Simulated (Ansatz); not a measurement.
```
CELL_PARAMETERS angstrom
8.64386 0.00000 0.00000
-4.32193 7.48580 0.00000
0.00000 0.00000 24.97475
ATOMIC_POSITIONS crystal
As 0.50000 0.00000 0.32032
As 0.50000 0.50000 0.32032
As 0.00000 0.00000 0.32032
As 0.00000 0.50000 0.32032
In 0.16667 0.83333 0.35565
In 0.16667 0.33333 0.35565
In 0.66667 0.83333 0.35565
In 0.66667 0.33333 0.35565
As 0.63658 0.81908 0.46815
As 0.66309 0.33313 0.46947
As 0.18130 0.81712 0.46769
As 0.18119 0.36489 0.46784
In 0.33316 0.66716 0.53153
In 0.31528 0.15801 0.48216
In 0.83976 0.68021 0.48155
In 0.83888 0.16182 0.48077
```

Level of theory: DFT PBE+D3(BJ), scalar-relativistic, plane waves, PAW (Ansatz).

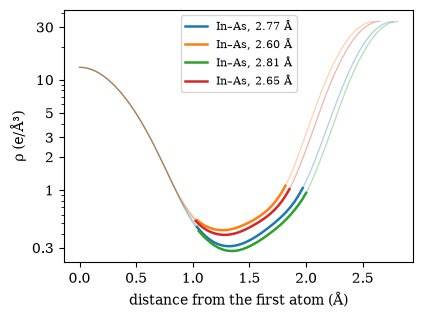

InAs (slab). Valence charge density (pseudo) along straight lines between neighbouring atoms. Thin, pale parts lie inside the atomic spheres.

Core electrons are frozen (PAW), and the valence fields are smoothed inside the atomic spheres.

Q: What can be read from the curves?

A: In–As (2.77 Å): ρ is about 0.31 e/Å³ halfway.
In–As (2.60 Å): ρ is about 0.43 e/Å³ halfway.
In–As (2.81 Å): ρ at the midpoint is about 0.28 e/Å³.
In–As (2.65 Å): ρ at the midpoint is about 0.4 e/Å³.
